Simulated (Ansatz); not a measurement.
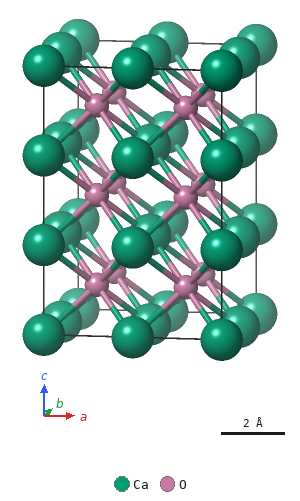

Starting frame of a dynamics run of a 24-atom cell of CaO (built on the CsCl type). Style: ball-and-stick. Shown: the simulation cell, slightly off an axis. Bonds to atoms that aren't drawn are left out.

Computed with Ansatz, DFT, PBE, plane waves, PAW.

The input:
```yaml
crystal:
  lattice:
    - [5.8064179366, 0.0, 0.0]
    - [0.0, 5.8064179366, 0.0]
    - [0.0, 0.0, 8.7096269049]
  atoms:
    - { symbol: Ca, position: [0.0, 0.0, 0.0] }
    - { symbol: O, position: [0.25, 0.25, 0.1666666667] }
    - { symbol: Ca, position: [0.0, 0.0, 0.3333333333] }
    - { symbol: O, position: [0.25, 0.25, 0.5] }
    - { symbol: Ca, position: [0.0, 0.0, 0.6666666667] }
    - { symbol: O, position: [0.25, 0.25, 0.8333333333] }
    - { symbol: Ca, position: [0.0, 0.5, 0.0] }
    - { symbol: O, position: [0.25, 0.75, 0.1666666667] }
    - { symbol: Ca, position: [0.0, 0.5, 0.3333333333] }
    - { symbol: O, position: [0.25, 0.75, 0.5] }
    - { symbol: Ca, position: [0.0, 0.5, 0.6666666667] }
    - { symbol: O, position: [0.25, 0.75, 0.8333333333] }
    - { symbol: Ca, position: [0.5, 0.0, 0.0] }
    - { symbol: O, position: [0.75, 0.25, 0.1666666667] }
    - { symbol: Ca, position: [0.5, 0.0, 0.3333333333] }
    - { symbol: O, position: [0.75, 0.25, 0.5] }
    - { symbol: Ca, position: [0.5, 0.0, 0.6666666667] }
    - { symbol: O, position: [0.75, 0.25, 0.8333333333] }
    - { symbol: Ca, position: [0.5, 0.5, 0.0] }
    - { symbol: O, position: [0.75, 0.75, 0.1666666667] }
    - { symbol: Ca, position: [0.5, 0.5, 0.3333333333] }
    - { symbol: O, position: [0.75, 0.75, 0.5] }
    - { symbol: Ca, position: [0.5, 0.5, 0.6666666667] }
    - { symbol: O, position: [0.75, 0.75, 0.8333333333] }
kpoints:
  mp_grid: { grid: [2, 2, 2] }
hamiltonian:
  xc: pbe
scf:
  occupations: { method: fermi_dirac, width: 0.146 }
md:
  ensemble: nvt_langevin
  temperature: 1700
  timestep: 1.5
  n_steps: 40
  initial_velocities: maxwell_boltzmann
  seed: 965
```

Command:
```bash
ansatz run input.yaml --threads 4 --pin off --max-ram 3686MiB --backend cpu --events-out ev --progress --plain --runs-dir out
```

What does the trajectory do?

Over the second half the temperature averages 1340 K (spread ±79 K). The potential energy in the second half lies on average 129 meV per atom above the first frame. In the second half of the run the atoms are, in the root-mean-square, this far from where they began (common drift taken out): O 0.45 Å, Ca 0.29 Å. The run lasts only 60 fs, too short to tell vibration from diffusion.

Along the run (each row but the first and the last is the mean over the interval that it begins):

```tsv
time (fs)	potential energy (meV/atom)	T (K)
0.0	0.0	1629
6.0	31.4	1409
12.0	73.4	1165
18.0	109.3	1066
24.0	123.0	1193
30.0	122.1	1342
36.0	121.5	1339
42.0	131.8	1239
48.0	140.5	1331
54.0	131.3	1422
60.0	122.6	1447
```

The paths of the atoms:

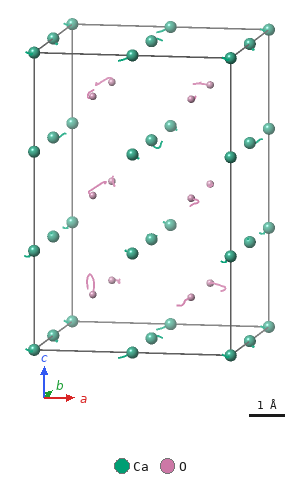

The run took 4.6 min on 4 threads of Intel(R) Xeon(R) Processor @ 2.50GHz (Skylake/Cascade Lake), with other jobs on the host, peak memory 1.2 GiB.
